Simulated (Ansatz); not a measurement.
BeSe5

Input

```
crystal:
  lattice:
    - [0.0, 4.0138568227, 4.0138568227]
    - [4.0138568227, 0.0, 4.0138568227]
    - [4.0138568227, 4.0138568227, 0.0]
  atoms:
    - { symbol: Be, position: [0.75, 0.75, 0.75] }
    - { symbol: Se, position: [0.1239237698, 0.1239237698, 0.6282286907] }
    - { symbol: Se, position: [0.6282286907, 0.1239237698, 0.1239237698] }
    - { symbol: Se, position: [0.1239237698, 0.1239237698, 0.1239237698] }
    - { symbol: Se, position: [0.1239237698, 0.6282286907, 0.1239237698] }
    - { symbol: Se, position: [0.5, 0.5, 0.5] }
basis:
  ecutwfc: 420
kpoints:
  mp_grid: { grid: [8, 8, 8] }
hamiltonian:
  xc: pbe
scf:
  occupations: { method: gaussian, width: 0.1 }
output:
  forces: true
  stress: true
  eigenvalues: true
  write_density: true
  write_potential: true
  elf: true
  volumetric_format: npy
relax:
  adjacent_minimum: "off"
  f_tol: 0.01
  max_steps: 80
  cell: { stress_tol: 0.05 }
```

Run with:

```sh
ansatz run input.yaml --threads 1 --pin off --max-ram 2560MiB --backend cpu --events-out ev --progress --plain --runs-dir out
```

Below, planes, directions and counts refer to the conventional cell (a = 7.97 Å, b = 7.97 Å, c = 7.97 Å, α = 90.00°, β = 90.00°, γ = 90.00°).

The fields are those of the run's last geometry, not of the input's.

Space group F-43m; a structure generated by program, which may or may not match a known phase.

Method: Ansatz 0.2.0, DFT PBE, scalar-relativistic, plane waves, PAW.

The density is the valence pseudo-density of a PAW calculation; it isn't the true density close to the nuclei.

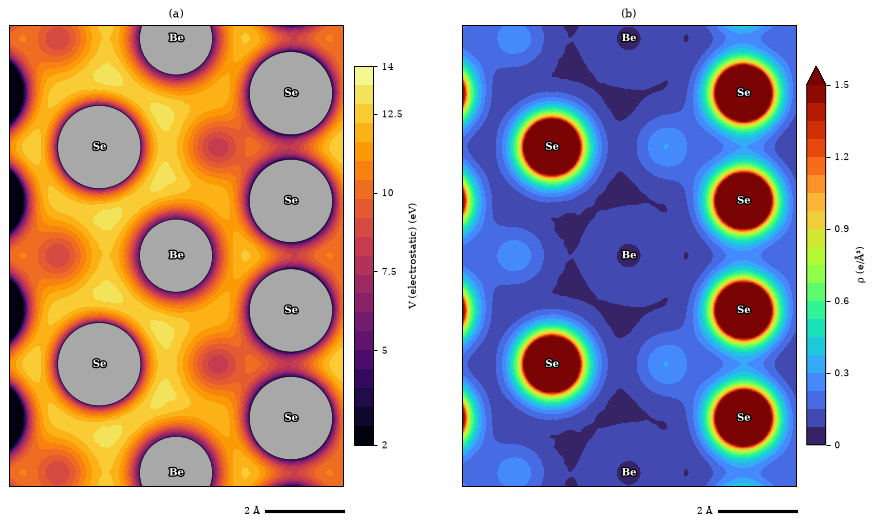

Figure 1. (a) electrostatic potential (local pseudopotential plus Hartree) felt by an electron; (b) valence pseudo-density on the (110) plane of the conventional cell. Grey discs cover the atomic cores in the potential map.

Question: What do the fields say about this system?

Answer: The plane passes through Be and Se nuclei.
Se–Se (2.80 Å): the density is about 0.3 e/Å³ at the midpoint.
Be–Se (3.30 Å): ρ at the midpoint is about 0.1 e/Å³, with its minimum of 0.08 e/Å³ about 1.4 Å from Be.
Se–Se (2.84 Å): ρ is about 0.27 e/Å³ halfway.
Be–Se (3.45 Å): the density is about 0.08 e/Å³ at the midpoint, with its minimum of 0.07 e/Å³ about 1.5 Å from Be.
Between the atoms the lowest density in this plane is 0.06 e/Å³.
Outside the cores the potential energy rises away from the atoms and is highest about 1.8 Å from the nearest atoms; its zero is arbitrary.

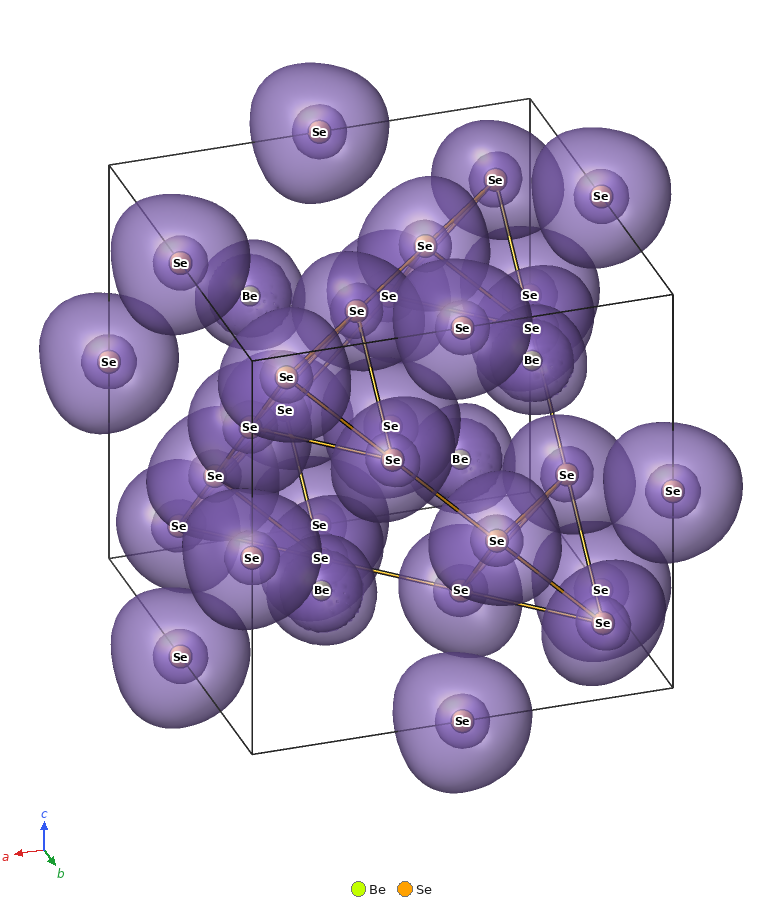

Figure 2. Isosurface of the electron localisation function at 0.6 (purple), seen at an oblique angle. Core shells and regions of very low density are left out. Sticks mark near contacts.

Question: What do the ELF domains correspond to?

Answer: The ELF exceeds this value in four regions wrapped around Be (the valence shell of each) and 20 regions wrapped around Se (the valence shell of each), counted in one cell of 24 atoms. Regions shared between cells count once. Profiles from the grid: Se–Se (2.80 Å): the ELF is about 0.35 at the midpoint. Be–Se (3.30 Å): the ELF is about 0.20 at the midpoint: no shared electron pair shows on this line.

Question: Does the calculation make it a metal, or give it a gap?

Answer: It is gapless in this calculation (a metal or semimetal).
